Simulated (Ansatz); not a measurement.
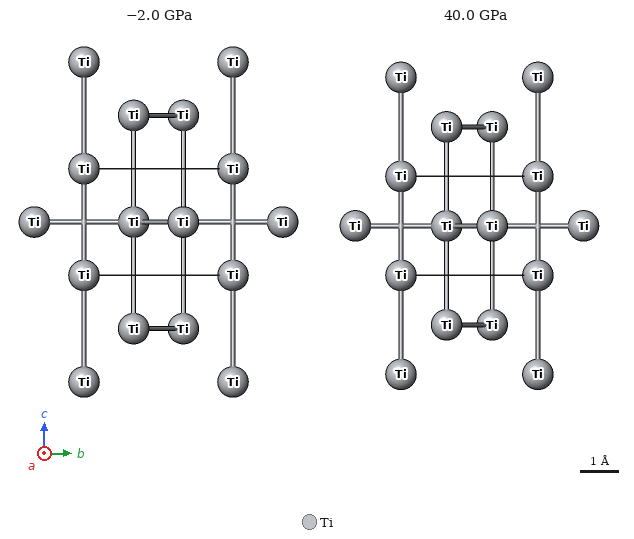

Solid Ti (set up in P6/mmm), relaxed (cell and atoms) at several target pressures. The picture shows the first and the last member. Style: ball-and-stick. Shown: the cell of the calculation, along the a axis.

Computed with Ansatz 0.2.0: DFT PBEsol, scalar-relativistic, plane waves, PAW. (plane-wave cutoff 420 eV; k-point mesh 12 × 12 × 14 at −2.0 to 10.0, 12 × 12 × 16 at 20.0 and 40.0 GPa; occupations gaussian; smearing width 0.1 eV; no spin polarisation; cell and atoms relaxed; force threshold 0.008 eV/Å)

| pressure (GPa) | volume (Å³/atom) | a (Å) | c (Å) |
| --- | --- | --- | --- |
| −2.0 | 16.757 | 4.542 | 2.814 |
| 0.0 | 16.472 | 4.515 | 2.799 |
| 2.0 | ? | ? | ? |
| 5.0 | 15.842 | 4.454 | 2.766 |
| 10.0 | 15.307 | 4.401 | 2.738 |
| 20.0 | 14.425 | 4.311 | 2.689 |
| 40.0 | 13.130 | 4.172 | 2.613 |

Q: Fill in the missing row.

A: Murnaghan's form V = V₀(1 + B′P/B₀)^(−1/B′), with V₀ = 16.472 Å³ from the row at zero pressure, fits the other rows with B₀ = 121 GPa and B′ = 3.13 (largest miss 0.007 Å³). At 2.0 GPa it gives 16.472 × (1 + 3.13 × 2.0/121)^(−1/3.13) = 16.209 Å³ per atom. The calculation gives 16.206 Å³/atom (a = 4.489 Å, c = 2.786 Å). The estimate is 0.003 Å³/atom too high. From the first member to the last: Ti–Ti 2.976 → 2.740 Å, Ti–Ti 2.622 → 2.409 Å, Ti–Ti 2.814 → 2.613 Å.

The whole series:

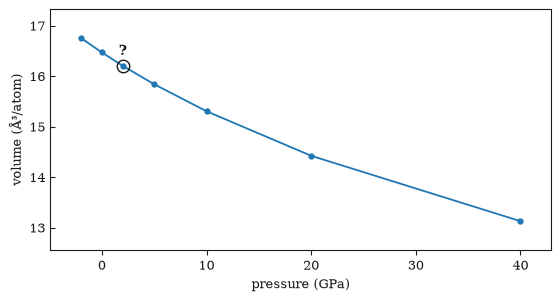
